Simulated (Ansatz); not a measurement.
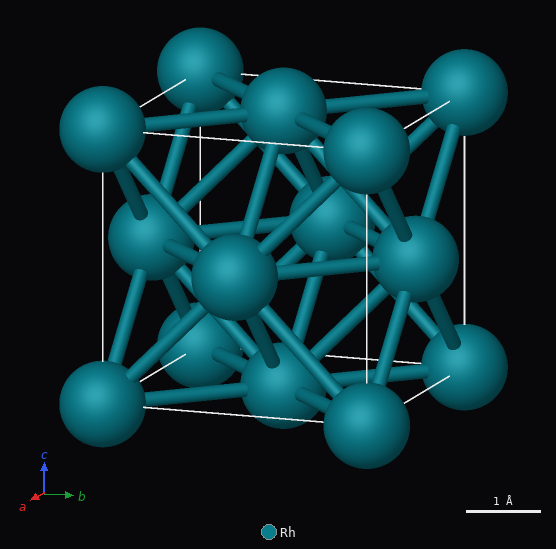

An orthographic ball-and-stick view of the structure, slightly off an axis. The wireframe shows the conventional unit cell.

Rh, face-centred cubic (Cu type), space group Fm-3m (No. 225), a = 3.830 Å, b = 3.830 Å, c = 3.830 Å, α = 90.00°, β = 90.00°, γ = 90.00°. The structure was taken from a random cell made by a generator, so it need not be a real form of the element. Earlier steps of the study may have refined or changed the cell and positions. It was run through Ansatz as a DFT input.

This one geometry was computed with Ansatz (DFT, plane waves, PAW) at three levels of theory: PBEsol, PBE and r2SCAN.

Which level gives the highest pressure at this volume, and what does that say about its equilibrium volume?

Highest: PBE (0.0 GPa), which points to the largest equilibrium volume. Lowest, with the smallest volume: PBEsol (-10.5 GPa). Levels within 0.5 GPa of each other can't be told apart.

How does the band gap change with the level of theory?

All levels give a metal.

Collect the results in a table.

| level | cutoff (eV) | k-mesh of the run's cell | gap (eV) | pressure (GPa) |
| --- | --- | --- | --- | --- |
| PBEsol | 420 | 24×24×24 | metal | -10.5 |
| PBE | 420 | 24×24×24 | metal | 0.0 |
| r2SCAN | 500 | 24×24×24 | metal | -6.2 |

Gaps are taken on the k-mesh or band path of each run.
